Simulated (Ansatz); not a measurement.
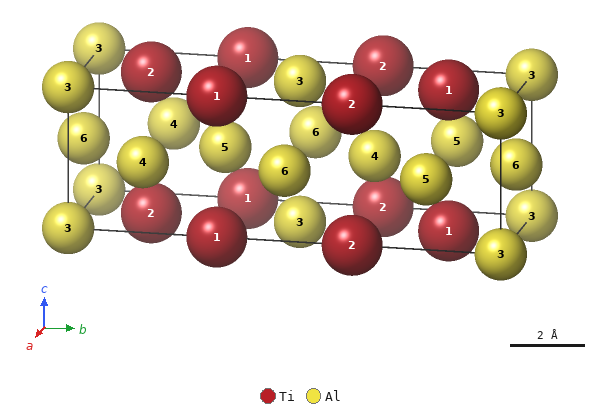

The structure (spheres-only view of the cell 2 times as large as that of the calculation, set on its symmetry axes, seen slightly off an axis; atoms are numbered from 1 in the order of the input). An atom can appear more than once, as a periodic image.

## Single-point calculation of TiAl2

System: TiAl2 (Cmmm, 6 atoms in the cell).
Method: DFT r2SCAN, scalar-relativistic, plane waves, PAW, no spin polarisation (Ansatz 0.2.0).

The structure derives from an entry of the Crystallography Open Database. Figures and captions count atoms from 1; the log counts them from 0 in places.

**The program's output**
```
Engine: ansatz 0.2.0, x86_64-unknown-linux-gnu
Pseudopotentials: kind: paw
Pseudopotential: Ti, paw, valence charge 12, recommended cutoff 500 eV (meta_gga), Ti.paw.azcp
Pseudopotential: Al, paw, valence charge 3, recommended cutoff 500 eV (meta_gga), Al.paw.azcp
Functional definition: r2SCAN
  parameter k0 = 0.174
  parameter k1 = 0.065
  parameter a1 = 4.9479
  exchange = r2scan_x(k0 = k0, k1 = k1, a1 = a1)
  correlation = r2scan_c
Crystal: 6 atoms, lattice volume = 94.283 Å³
Basis set: ecut = 500 eV, 2391 PW (Γ), exchange–correlation on 192×192×120 points (64 copies of the dense FFT grid, shifted against one another)
Bands: 24, of which v1, the nominal top of the filled ones, is band 18 counted from 1 (17 counted from 0)
Symmetry: 8 space group operations
Space group: Cmmm (ITA 65), of the structure as read, at distance tolerance 4.6e-5 Å
k-points: 155 of 800
Non-local potential: Ti, projectors of the file, l = 0: 3, l = 1: 2, l = 2: 3, l = 3: 1
Non-local potential: Al, projectors of the file, l = 0: 2, l = 1: 2, l = 2: 1
PAW form: soft (Blöchl's): semilocal exchange-correlation on the pseudo side does not see the compensation charge
PAW frozen core: Ti, regenerated for the run's functional (the file was generated under x = pbe(κ = 0.804, μ = 0.2195149727645171), c = pbe(β = 0.06672455060314922))
PAW frozen core: Al, regenerated for the run's functional (the file was generated under x = pbe(κ = 0.804, μ = 0.2195149727645171), c = pbe(β = 0.06672455060314922))
PAW one-centre angular grid: Ti, 590 points (default); XC on 160 Gauss nodes
PAW one-centre angular grid: Al, 302 points (default); XC on 160 Gauss nodes
Initial density: superposition of atomic densities (neutral atoms: chi_scale 0, normalization atom), corrected by the library's trained network
Initial wavefunctions: pseudopotential atomic-orbital guess
Functional: x = r2scan, c = r2scan; τ floored in thin density (d = 2e-4 eV/Å³)
SCF iter   1: F=—  HF=-7173.156500 eV  |F-HF|=—  |Δ(HF+E_count)|=         —  Δρ=1.07e-2  dr2=1.09e-1  dr2_τ=4.72e-2  ethr=1.77e-3  ⟨swp⟩=6.0  Hψ=18638  notcnv=0
preconditioner: auto → Kerker (q_TF=auto, 2.324 Å⁻¹)  [metal: Δε(μ)=0.009 eV  Ē_g=5.220 eV  σ=0.150 eV  W_gap=0.03  n_scr=26 (ndim 8)  ℏωp=17.1 eV  f_vac=0.000  D(μ)=2.28/eV (n_scr^D=14)]
SCF iter   2: F=—  HF=-7173.235932 eV  |F-HF|=—  |Δ(HF+E_count)|=   7.94e-2  Δρ=3.75e-3  dr2=1.72e-2  dr2_τ=2.40e-3  ethr=3.03e-4  ⟨swp⟩=2.0  Hψ=8241  notcnv=0  defer=129
SCF iter   3: F=—  HF=-7173.235535 eV  |F-HF|=—  |Δ(HF+E_count)|=   3.97e-4  Δρ=2.24e-3  dr2=5.06e-3  dr2_τ=1.18e-4  ethr=4.77e-5  ⟨swp⟩=2.0  Hψ=4158  notcnv=0  defer=129
SCF iter   4: F=—  HF=-7173.235354 eV  |F-HF|=—  |Δ(HF+E_count)|=   1.81e-4  Δρ=3.08e-4  dr2=8.34e-5  dr2_τ=3.60e-6  ethr=1.41e-5  ⟨swp⟩=2.1  Hψ=5129  notcnv=0  defer=129
SCF iter   5: F=—  HF=-7173.235336 eV  |F-HF|=—  |Δ(HF+E_count)|=   1.85e-5  Δρ=6.17e-5  dr2=4.88e-6  dr2_τ=1.77e-7  ethr=2.32e-7  ⟨swp⟩=2.8  Hψ=6407  notcnv=0  defer=129
SCF iter   6: F=—  HF=-7173.235335 eV  |F-HF|=—  |Δ(HF+E_count)|=   7.37e-7  Δρ=1.32e-5  dr2=1.66e-7  dr2_τ=6.90e-9  ethr=1.36e-8  ⟨swp⟩=2.0  Hψ=5148  notcnv=0  defer=129
SCF iter   7: F=-7173.235335 eV  HF=-7173.235335 eV  |F-HF|=6.41e-9  |Δ(HF+E_count)|=   6.39e-8  Δρ=3.14e-6  dr2=7.87e-9  dr2_τ=4.76e-10  ethr=2.78e-10  ⟨swp⟩=10.9  Hψ=22547  notcnv=0
SCF 1 converged in 7 iterations: F = -7173.235335 eV  dr2 = 7.87e-9
  greatest PAW one-centre occupation: 1.001 electrons in one spin orbital (limit 2), on the Ti atom at site 1 (counted from 0), in its partial waves of l = 1
```

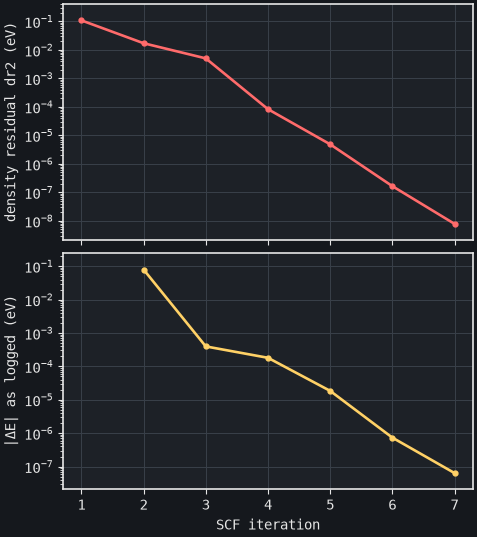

Convergence of the self-consistent field: density residual dr2 and size of the energy change against the SCF iteration. The residual falls at every step.

```
SCF converged after 7 iterations
Free energy (F): -7173.235335 eV
Harris-Foulkes:  -7173.235335 eV  (|F-HF|=6.41e-9)
Internal energy: -7173.209411 eV  (E = F + TS)
E sigma→0 (E₀):  -7173.222373 eV
Entropy (-TS):   -0.025924 eV (-4.321 meV/atom)
Fermi energy:    10.474962 eV
--- Per-component energies (eV) ---
  E_band       = -344.558586
  E_kinetic    = 642.883056
  E_local      = -2324.251512  (includes V_loc(G=0)·N_el)
  E_nonlocal   = 55.757387
  E_hartree    = 1013.910760
  E_xc         = -335.351170
  E_vxc        = -393.475469  (∫ρ·V_xc dr)
  E_paw        = -4007.888746  (= ΣΔE_a)
  E_vpaw       = -376.343614  (= ΣTr[D̂ρ^β])
  E_aug_tail   = 0.000182  (compensation charges beyond the density's cutoff)
  E_vtau       = 23.051397  (kinetic-family band-sum trace: ∫τ·v_τ [+ j·A + Jᵃ·Aᵃ] dr)
  E_ewald      = -2217.522021
  E_core_change = -0.747346  (= ΣΔE_core)
  E_smearing   = -0.025924  (= −TS)
  E_closure    = -0.000000  (closes the sum)
  Σ components = -7173.235335   (vs F -7173.235335, Δ=0.00e0)
--- Forces (eV/Å), atoms counted from 1 ---
  atom   1  Ti    -0.00000000     0.00171723    -0.00000000
  atom   2  Ti     0.00000000    -0.00171723     0.00000000
  atom   3  Al    -0.00000000     0.00000000     0.00000000
  atom   4  Al     0.00000000    -0.00855218     0.00000000
  atom   5  Al    -0.00000000     0.00855218    -0.00000000
  atom   6  Al     0.00000000     0.00000000     0.00000000
  max |Σ_I F_I| component: 1.73e-18 eV/Å
--- Stress (GPa, compression-positive) ---
        0.018065      -0.000000       0.000000
       -0.000000       0.139900      -0.000000
        0.000000      -0.000000      -0.136587
  P = ⅓ Tr σ = 0.0071 GPa (0.071 kbar)
--- Band table (eV; the first three rows and the last of 155) ---
  k-point 0: bands = ["-48.6157", "-48.5838", "-23.9290", "-23.8934", "-23.8769", "-23.8531", "-23.7482", "-23.7054", "-0.2398", "4.0344", "4.1136", "8.1491", "8.4105", "8.6729", "8.6849", "9.6444", "9.8184", "9.9996", "10.8718", "11.0447", "11.2865", "11.5402", "11.6745", "13.6507"]
  k-point 1: bands = ["-48.6156", "-48.5837", "-23.9322", "-23.8959", "-23.8765", "-23.8530", "-23.7481", "-23.7052", "-0.0822", "4.1111", "4.2597", "6.8417", "8.6332", "8.7540", "8.8061", "9.6552", "9.7267", "10.4416", "10.4962", "10.8893", "11.3528", "11.7388", "12.0464", "13.8023"]
  k-point 2: bands = ["-48.6153", "-48.5834", "-23.9396", "-23.9018", "-23.8756", "-23.8524", "-23.7476", "-23.7048", "0.3813", "4.2710", "4.6842", "5.3235", "8.2618", "8.4079", "8.9854", "9.2524", "10.1018", "10.4055", "10.8241", "10.9315", "11.0875", "11.8621", "13.1813", "13.1823"]
  k-point 154: bands = ["-48.6141", "-48.5839", "-23.9479", "-23.9125", "-23.8569", "-23.8530", "-23.7457", "-23.7220", "2.3463", "3.0157", "3.2972", "5.2114", "8.1504", "8.3175", "8.3496", "9.5143", "10.5628", "11.4107", "11.5537", "11.9467", "12.1320", "12.2322", "12.2515", "12.8944"]
```

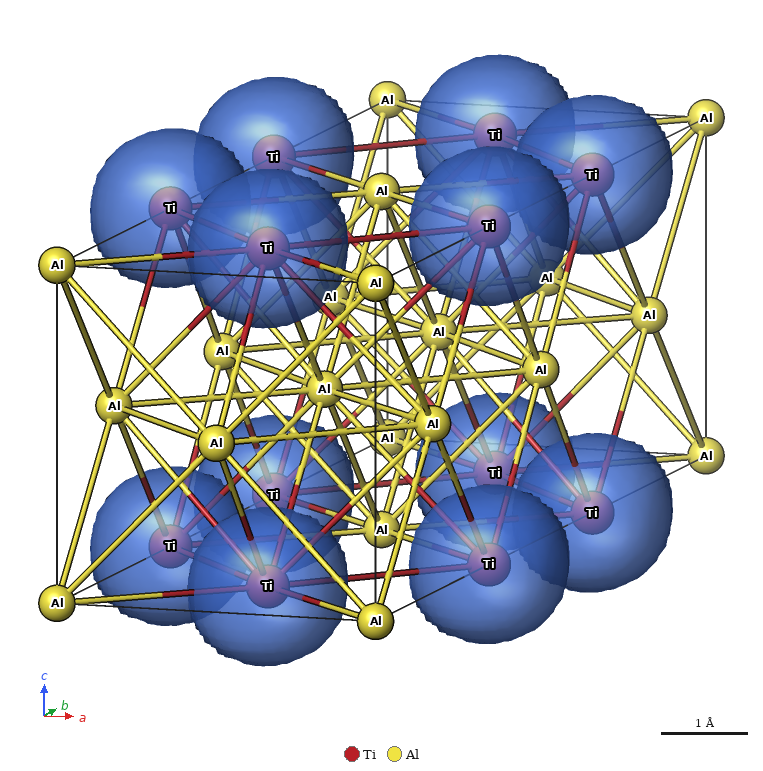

Isosurface of the valence pseudo-density at 0.5 e/Å³ (blue), seen slightly off an axis. Sticks mark near contacts. The outline is the cell set on symmetry axes. At this value the density breaks into separate islands; it holds about 50 % of the electrons treated as valence (semicore included). It is pinched off along the Al–Al (2.71 Å), Ti–Al (2.72 Å), Ti–Ti (2.99 Å) and Al–Al (2.80 Å) contacts. On the grid the lowest density along these lines, outside the cores, is 0.24 e/Å³ (Al–Al, 2.71 Å), 0.23 e/Å³ (Ti–Al, 2.72 Å), 0.2 e/Å³ (Ti–Ti, 2.99 Å) and 0.23 e/Å³ (Al–Al, 2.80 Å). In a PAW calculation such maps are meaningful between the atoms, not at the nuclei.

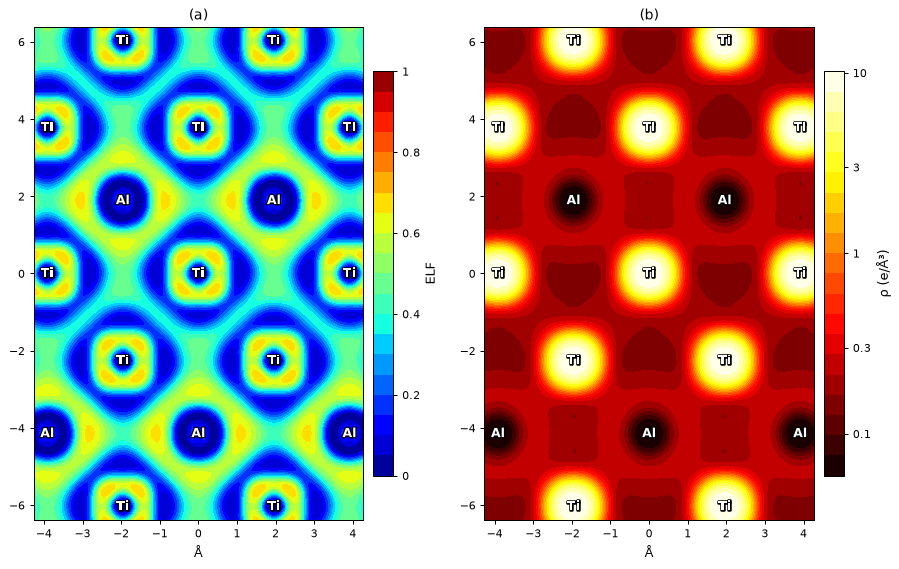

(a) electron localisation function; (b) valence charge density (pseudo) on the (001) plane of the conventional cell. Ti–Al (2.72 Å): the density is about 0.23 e/Å³ at the midpoint; the ELF is about 0.35 at the midpoint (metallic bonding. Away from the nuclei the density in this plane falls to 0.15 e/Å³ at its lowest. The strong features right at Ti lie inside the PAW spheres (semicore, d or f shells) and say nothing about bonding.

This output came from the following input.

**The input**
```yaml
crystal:
  lattice:
    - [1.9566755062, -6.0339436914, 0.0]
    - [1.9566755062, 6.0339436914, 0.0]
    - [0.0, 0.0, 3.992863481]
  atoms:
    - { symbol: Ti, position: [0.6564175581, 0.3435824419, 0.0] }
    - { symbol: Ti, position: [0.3435824419, 0.6564175581, 0.0] }
    - { symbol: Al, position: [0.0, 0.0, 0.0] }
    - { symbol: Al, position: [0.8274221863, 0.1725778137, 0.5] }
    - { symbol: Al, position: [0.1725778137, 0.8274221863, 0.5] }
    - { symbol: Al, position: [0.5, 0.5, 0.5] }
basis:
  ecutwfc: 500
kpoints:
  mp_grid: { grid: [10, 10, 8] }
hamiltonian:
  xc: r2scan
scf:
  occupations: { method: gaussian, width: 0.15 }
output:
  forces: true
  stress: true
  eigenvalues: true
  write_density: true
  write_potential: true
  elf: true
  volumetric_format: npy
```

Launched with:
```bash
ansatz run input.yaml --threads 2 --pin off --max-ram 5120MiB --backend cpu --events-out ev --progress --plain --runs-dir out
```

**Results in brief**

- outcome: converged
- space group (tolerance 0.01 Å): Cmmm (65)
- electrons treated: 36
- free energy: −7173.2353 eV
- Fermi energy: 10.475 eV
- gap on the k-point mesh: none (metallic)
- pressure: 0.01 GPa
- largest force (length of the vector): 0.009 eV/Å
- hardware: 2 threads of Intel Xeon @ 2.50GHz (Skylake/Cascade Lake), 128 GiB of memory available, shared host
- wall time: 25 s (CPU time 48 s)
- peak memory: 0.93 GiB
